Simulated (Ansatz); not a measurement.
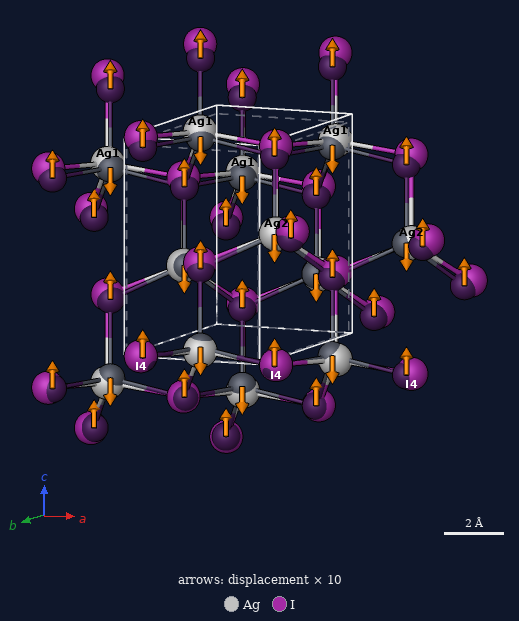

A symmetric starting cell of AgI, drawn pale, and a changed version of it, drawn solid. The orange arrows show how the atoms are displaced (without the part that the change of the cell carries along), magnified 10 times. Besides, the cell is strained by +4.1 % along c and +2.6 % across it (volume +9.5 %). A ball-and-stick model of the cell of the calculation, repeated 2 × 2 × 1 with one cell outlined, seen from a free direction.

The calculation used DFT PBE, scalar-relativistic, plane waves, PAW (Ansatz). Set-up: plane-wave cutoff 420 eV; k-point mesh 9 × 9 × 4; occupations gaussian; smearing width 0.02 eV; no spin polarisation.

Describe the displacements and the computed response.

Answer. Atoms are displaced by 0.10 Å relative to the cell. No relaxation follows. The starting cell wasn't computed here and needn't be at equilibrium, so pressure and forces aren't due to the change alone. Among the bonded contacts that change: Ag–I 2.809 → 2.819 to 3.139 Å. The space group stays P6_3mc (No. 186). The pressure is −0.1 GPa (not all of it need come from the change, since the unchanged cell can be under pressure at this level too). The principal stresses (compression positive) are −1.2 GPa along c and 0.4 GPa across it. The largest forces, 0.19 eV/Å, act on Ag and I. The forces point straight back along the displacements (cosine −1.00).
